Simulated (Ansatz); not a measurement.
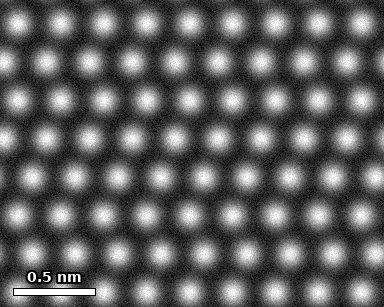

Integrated-DPC-like image of Ge (P6_3/mmc, No. 194) along [100]. Simulated as the projected potential of neutral atoms (B = 0.5 Å²) blurred by a 0.92 Å probe, the thin-sample limit of integrated differential phase contrast. The display is stretched by a gamma of 0.65; percentages refer to the linear signal. Shot noise was added.

One planar defect was built into the perfect crystal by geometry alone, without relaxation. Host structure: coordinates from a relaxation with DFT, revPBE, plane waves (420 eV) with PAW, scalar-relativistic in Ansatz; the starting structure was generated, so it need not be a known form of this composition.

### Where does the periodic pattern break, and how?

A planar fault (a stacking fault) runs horizontally about 10 Å below the top edge. The part above it is shifted along the boundary by 2/3 of the 2.67 Å repeat of the rows (1.8 Å to the right, the same as 0.9 Å to the left); both parts keep the same orientation.
